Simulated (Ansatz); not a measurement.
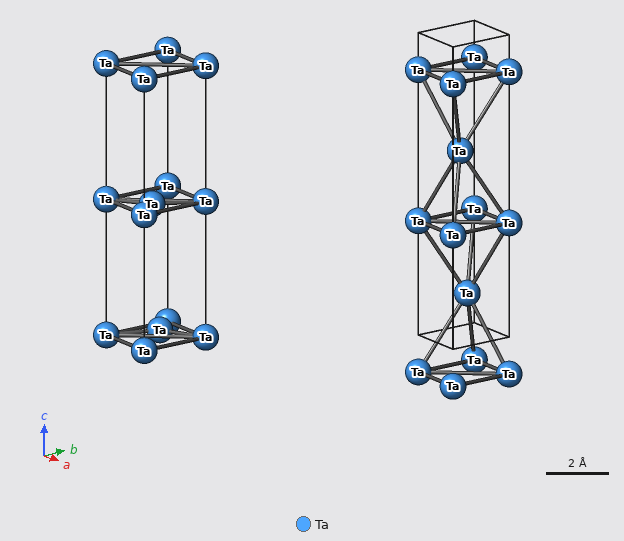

Two geometries of solid Ta (built on the C_186 type) (coarse preliminary run), drawn at one scale. One is the start of a relaxation, the other its converged end. Style: ball-and-stick. Shown: the cell of the calculation, slightly off an axis.

Theory: Ansatz 0.2.0, DFT PBE, scalar-relativistic, plane waves, PAW. Set-up: plane-wave cutoff 420 eV; k-point mesh 6 × 6 × 2; occupations gaussian; smearing width 0.1 eV; no spin polarisation; cell and atoms relaxed; force threshold 0.04 eV/Å; at most 70 steps.

Which geometry has the lower energy?

The right one is the relaxed one. Case: C type (P6_3mc, No. 186). The largest moves relative to the cell, 1.21 Å, are those of Ta atoms. Cell: a = b 3.235 → 2.957 Å (−8.6 %), c 8.892 → 9.901 Å (+11.3 %). Volume −7.0 %. Among the contacts that change: Ta–Ta 4.782 → 3.007 Å, Ta–Ta 1.868 → 3.007 Å, Ta–Ta 3.235 → 2.957 Å. New bonds form: Ta–Ta (4.78 → 3.01 Å). The space group (tolerance 0.01 Å) goes from P6_3mc (No. 186) to P6_3/mmc (No. 194). After 22 accepted moves (23 points after the start) the energy has fallen by 11716 meV per atom. Largest force component: 0.99 eV/Å at the start, 0.0019 eV/Å at the end. Pressure: 199.11 GPa at the start and 0.11 GPa at the end. The SCF was repeated once at an unchanged geometry on a basis and grid sized afresh for the cell, which shifted the energy by 0.5 meV per atom at most.
